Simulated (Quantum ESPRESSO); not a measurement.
# MgO (Periclase): from Born charge to LO-TO splitting

How high does the longitudinal optical mode of MgO (Periclase) lie, given the transverse one, the Born charge and ε∞?

Program: Quantum ESPRESSO 7.5. Level of theory: DFT PBEsol, scalar-relativistic, plane waves, PseudoDojo norm-conserving pseudopotentials. Results are calculated unless marked as measured.

The database entry behind the starting cell differs from later determinations by our own check (about 0.1 % long), so it need not match the best structure at ambient conditions.

**1. The relaxed structure**

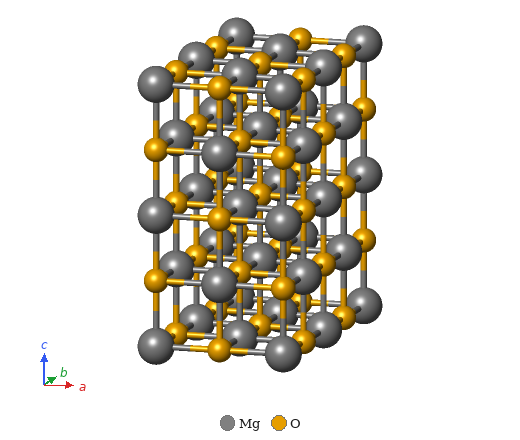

Start, viewed slightly off an axis; magnesium grey, oxygen orange. 1×2×2 cells are drawn. This picture shows the conventional cell, with its axes. Some periodic images of atoms are drawn too.

This is the cell after its relaxation at this level of theory, not the database cell from which that began.

**2. What the response run gave**

A linear-response run on the relaxed cell, with the response to an electric field; only its zone-centre results are used. Cutoff 92 Ry, k mesh 8×8×8.

Output:

```text
[banners, grids, parts of the stress and lines that vanish by symmetry left out]
Program PHONON v.7.5
     Reading xml data from directory:

[...]
Exchange-correlation= PBESOL
                           (   1   4  10   8   0   0   0)
[...]
kinetic-energy cut-off    =      92.0000  Ry
     charge density cut-off    =     368.0000  Ry
     convergence threshold     =      1.0E-18
[...]
Exchange-correlation= PBESOL
                           (   1   4  10   8   0   0   0)
[...]
q = (   0.0000000   0.0000000   0.0000000 )
     49 Sym.Ops. (with q -> -q+G )
     G cutoff =  295.5689  (  15065 G-vectors)     FFT grid: ( 36, 36, 36)
     number of k points=    29
[...]
Mode symmetry, O_h (m-3m)  point group:
[...]
Dielectric constant
[...]
End of electric fields calculation
          Dielectric constant in cartesian axis
          (       3.233862262       0.000000000      -0.000000000 )
          (       0.000000000       3.233862262       0.000000000 )
          (       0.000000000       0.000000000       3.233862262 )
          Effective charges (d Force / dE) in cartesian axis without acoustic sum rule applied (asr)
           atom    1  Mg    Mean Z*:        1.98602
      Ex  (        1.98602       -0.00000        0.00000 )
      Ey  (       -0.00000        1.98602       -0.00000 )
      Ez  (        0.00000       -0.00000        1.98602 )
           atom    2  O     Mean Z*:       -1.98561
      Ex  (       -1.98561       -0.00000        0.00000 )
      Ey  (       -0.00000       -1.98561       -0.00000 )
      Ez  (        0.00000       -0.00000       -1.98561 )
          Effective charges Sum: Mean:        0.00041
[...]
Effective charges (d Force / dE) in cartesian axis with asr applied:
           atom    1  Mg    Mean Z*:        1.98582
[...]
atom    2  O     Mean Z*:       -1.98582
[...]
Representation #   1 modes #   1   2   3
[...]
End of self-consistent calculation
     Convergence has been achieved
     Representation #   2 modes #   4   5   6
[...]
End of self-consistent calculation
     Convergence has been achieved
[...]
Dielectric constant in cartesian axis
          (       3.233862262       0.000000000      -0.000000000 )
          (       0.000000000       3.233862262       0.000000000 )
          (       0.000000000       0.000000000       3.233862262 )
          Effective charges (d Force / dE) in cartesian axis without acoustic sum rule applied (asr)
           atom    1  Mg    Mean Z*:        1.98602
      Ex  (        1.98602       -0.00000        0.00000 )
      Ey  (       -0.00000        1.98602       -0.00000 )
      Ez  (        0.00000       -0.00000        1.98602 )
           atom    2  O     Mean Z*:       -1.98561
      Ex  (       -1.98561       -0.00000        0.00000 )
      Ey  (       -0.00000       -1.98561       -0.00000 )
      Ez  (        0.00000       -0.00000       -1.98561 )
          Effective charges Sum: Mean:        0.00041
[...]
Effective charges (d Force / dE) in cartesian axis with asr applied:
           atom    1  Mg    Mean Z*:        1.98582
[...]
atom    2  O     Mean Z*:       -1.98582
[...]
q = (    0.000000000   0.000000000   0.000000000 )
[...]
freq (    1) =      -0.731039 [THz] =     -24.384820 [cm-1]
     freq (    2) =      -0.731039 [THz] =     -24.384820 [cm-1]
     freq (    3) =      -0.731039 [THz] =     -24.384820 [cm-1]
     freq (    4) =      11.548445 [THz] =     385.214667 [cm-1]
     freq (    5) =      11.548445 [THz] =     385.214667 [cm-1]
     freq (    6) =      11.548445 [THz] =     385.214667 [cm-1]
[...]
Mode symmetry, O_h (m-3m)  point group:
     freq (   1-   3) =        -24.4  [cm-1]   --> T_1u G_15  G_4- I
     freq (   4-   6) =        385.2  [cm-1]   --> T_1u G_15  G_4- I

   JOB DONE.
```

| quantity | value |
| --- | --- |
| cell volume Ω (Å³) | 18.709 |
| mass of Mg (u) | 24.305 |
| mass of O (u) | 15.999 |
| Born charge of Mg, raw (e) | 1.986 |
| Born charge of O, raw (e) | -1.986 |
| ε∞ | 3.234 |
| ω(TO) after the sum rule (cm⁻¹) | 386.7 |

**3. The calculation**

The charges must sum to zero over the cell; taking off their mean, 0.000 e, leaves Z* = 1.986 e on Mg. In the polar mode Mg moves against O, so the reduced mass is μ = 24.30 × 16.00 / 40.30 = 9.648 u.

A longitudinal wave builds up a field that adds to the restoring force: ω(LO)² = ω(TO)² + 4π Z*² / (μ Ω ε∞), in Hartree atomic units. With μ = 17587 electron masses and Ω = 126.25 bohr³ the second term is 6.9010e-06 Ha², or 332416 cm⁻² (1 Ha = 219474.6 cm⁻¹).

So ω(LO) = √(149506 + 332416) = 694.2 cm⁻¹, and by the Lyddane-Sachs-Teller relation ε₀ = ε∞ (ω(LO)/ω(TO))² = 10.42.

**4. Check against the program**

The analysis program adds the same non-analytic term to the full matrix, here for q along (1 0 0).

Output:

```text
[banner, memory and clock lines left out]
Program DYNMAT v.7.5

     Reading Dynamical Matrix from file g.dyn
     ...Force constants read
     ...epsilon and Z* read

     Polarizability (A^3 units)
     multiply by 0.573190 for Clausius-Mossotti correction
         3.325760    0.000000    0.000000
         0.000000    3.325760    0.000000
        -0.000000    0.000000    3.325760

     IR activities are in (D/A)^2/amu units

# mode   [cm-1]    [THz]      IR
    1     -0.00   -0.0000    0.0000
    2     -0.00   -0.0000    0.0000
    3     -0.00   -0.0000    0.0000
    4    386.66   11.5918    9.4299
    5    386.66   11.5918    9.4299
    6    694.21   20.8120    9.4299
```

ε₀ comes from the program's run without a direction of q.

| quantity | by hand | program |
| --- | --- | --- |
| ω(LO) (cm⁻¹) | 694.2 | 694.2 |
| ε₀ | 10.42 | 10.42 |

**5. What came out**

| Item | Value |
| --- | --- |
| TO mode | 386.7 cm⁻¹ |
| LO mode | 694.2 cm⁻¹ |
| static dielectric constant | 10.42 |

**Reading.** The LO mode of MgO (Periclase) lies at 694 cm⁻¹, 308 cm⁻¹ above the TO mode; the formula meets the program within 0.1 cm⁻¹, as it must for a cubic crystal with one polar mode. ω(LO)² − ω(TO)² goes with Z*²/ε∞: an error of 5 % in ε∞ would move the LO mode by 11.5 cm⁻¹, and semilocal functionals tend to overestimate ε∞. The acoustic modes of the response miss zero by 24 cm⁻¹, a numerical error that can touch the optical modes as well. These are harmonic values at zero temperature, at the volume of this functional, for the structure held cubic; stability elsewhere in the zone is no part of this calculation.

[Host names and launcher messages were left out of these logs when they were recorded.]

[Logs are printed without paths, hosts, clocks, repeated set-up lines and the standing remarks that a program may print on its own settings, such as how far it seeks lower states.]

[Hosts, paths, dates, database ids (printed as entryN), source tags and the programs' standing remarks are cut or masked in the printed files.]
